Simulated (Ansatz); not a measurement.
System: vacancy (removed S) in ZnS.

The given structure:
```xyz
6
Lattice="1.9231 1.1103 9.4493 -1.9231 1.1103 9.4493 0.0000 -2.2206 9.4493" Properties=species:S:1:pos:R:3 pbc="T T T"
Zn    0.0000    0.0000    0.0000
Zn    0.0000    0.0000    6.3017
Zn    0.0000    0.0000   12.6006
S     0.0000    0.0000    2.3623
S     0.0000    0.0000   14.9649
S     0.0000    0.0000    8.6574
```

Calculation (Ansatz 0.2.0): charge states of a point defect in a periodic supercell, each relaxed, energies over the elements' standard states with the Fermi level at the host's valence band top, point-charge and potential alignment terms added, no band filling term, levels over that top; plane waves with PAW datasets; energies extrapolated to zero smearing. Level: PBE, allowed.

| setting | value |
| --- | --- |
| host atoms in supercell | 42 |
| wave cutoff | 420 eV |
| k mesh | 2×2×2 |
| occupations | Gaussian |
| smearing width | 0.01 eV |
| k shift | (0, 0, 0) (mesh steps) |
| start displacement | 0 Å |
| defect kind | vacancy |
| removed element | S |
| defect place | (0.5279, 0.5279, 0.5279) (fraction of the host cell vector) |
| host gap | 2.057 eV |
| static dielectric xx yy zz | (9.14, 9.14, 9.55) |

Describe the result: the formation energy of each charge state against the Fermi level.

The stable charge changes at 1.18 eV (+2/0) above the valence band top. The lowest state is +2 at the valence band top, +2 at mid-gap and 0 at the conduction band bottom, 2.06 eV higher. Charge +1 is never the lowest although its neighbours on both sides are, a negative-U behaviour. With the Fermi level at mid-gap the formation energy is 3.4 eV against the elements' standard states.

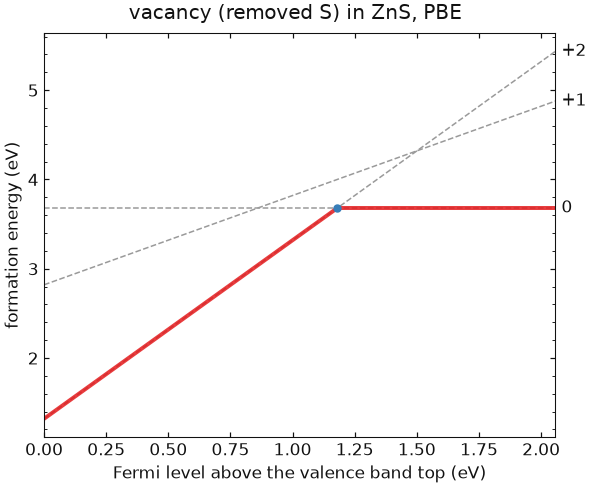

The thick line follows the lowest charge state; the axis spans the host's computed gap.

Note: charged cell in a neutralising background; coarse k mesh; fractional moment from partly filled bands; narrow smearing for a metal; small supercell; symmetry that the supercell leaves at the site kept.
